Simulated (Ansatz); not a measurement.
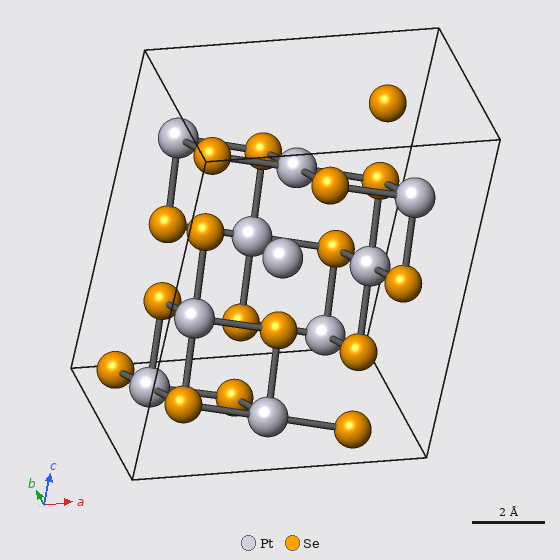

An orthographic ball-and-stick view of the structure, from a general direction. The outline marks the supercell. The host is PtSe₂, in a cell of 27 sites, and the cell carries a charge of -1.

### What defect is present?

Platinum on a selenium site (an antisite). It is bonded to no bonds drawn. Not all metal-metal contacts are counted.

Calculation details: Ansatz 0.2.0, DFT PBE, scalar-relativistic, plane waves, PAW; 420 eV cutoff, a 2×2×2 k-point grid, Gaussian smearing of 0.01 eV, collinear spins.

### Does the cell have a net magnetic moment?

Yes, 0.5 μB in the cell.

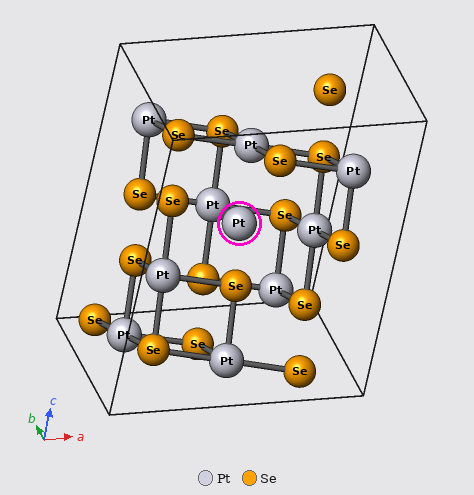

The same cell with a ring at the defect's site.

The atoms were relaxed in the host's cell with DFT PBE, scalar-relativistic, plane waves, PAW (Ansatz).
